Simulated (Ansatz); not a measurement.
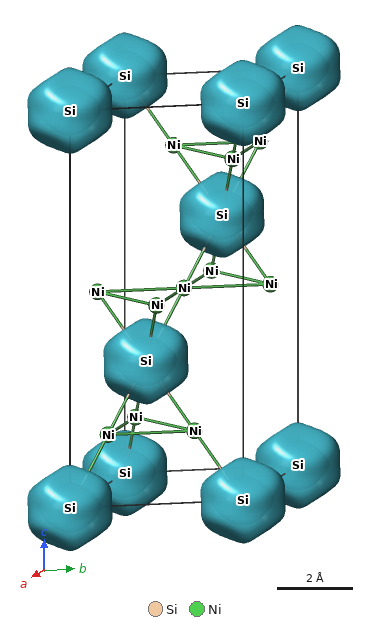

*SiNi3. Isosurface of the ELF at 0.6 (cyan), seen slightly off an axis. Only the valence region is drawn (cores and ρ < 0.01 e/Å³ removed). Sticks mark near contacts.*

Space group R-3m; a structure generated by program, which may or may not match a known phase; computed without spin polarisation.

Level of theory: Ansatz 0.2.0, DFT PBE, scalar-relativistic, plane waves, PAW.

In a PAW calculation such maps are meaningful between the atoms, not at the nuclei.

### Identify the bonds, lone pairs and shells in this picture.

The ELF exceeds this value in three regions wrapped around Si (the valence shell of each), counted in one cell of 12 atoms. Any copies at cell faces, edges or corners count once. Along the contacts the grid gives the following. Si–Ni (2.27 Å): the ELF peaks at about 0.70 in the valence shell of Si, 0.9 Å from its nucleus, and is about 0.45 at the midpoint. Ni–Ni (2.37 Å): the ELF is about 0.25 at the midpoint: no localised pair shows between them.
